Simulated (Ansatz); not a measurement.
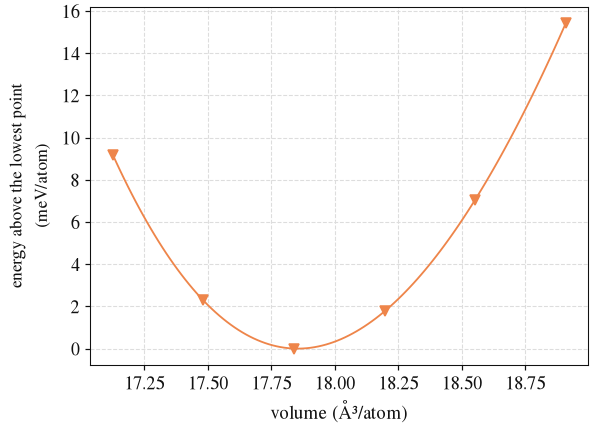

How it was computed, with Ansatz 0.2.0 development build: equation of state of a cubic crystal from periodic Kohn-Sham density functional theory without spin, third-order Birch-Murnaghan fit to the free energies; pressure corrected for the finite basis. Level: PBE.

- structure type: fcc
- atoms in cell: 1
- space group number: 225
- lattice centring: face-centred primitive
- k mesh: 23×23×23
- occupation method: Fermi–Dirac
- occupation width: 0.06123 eV
- wave cutoff: 480 eV
- datasets: hand-made PAW
- density tolerance: 1e−09 eV
- bands: 14
- density cutoff ratio: 4
- search for lower states: default

**Figure.** Energy above the lowest point against volume for Ag, space group Fm-3m (No. 225) (one of a set of cubic test structures, which need not be the stable phase).

A third-order Birch–Murnaghan fit gives V0 = 17.85 Å³/atom, B0 = 90.2 GPa and B′ = 5.8. The energy above the lowest point is 9.2 meV/atom at volume 17.13 Å³/atom and 15.4 meV/atom at 18.91 Å³/atom; the lowest computed point is at volume 17.84 Å³/atom (0.0 meV/atom).
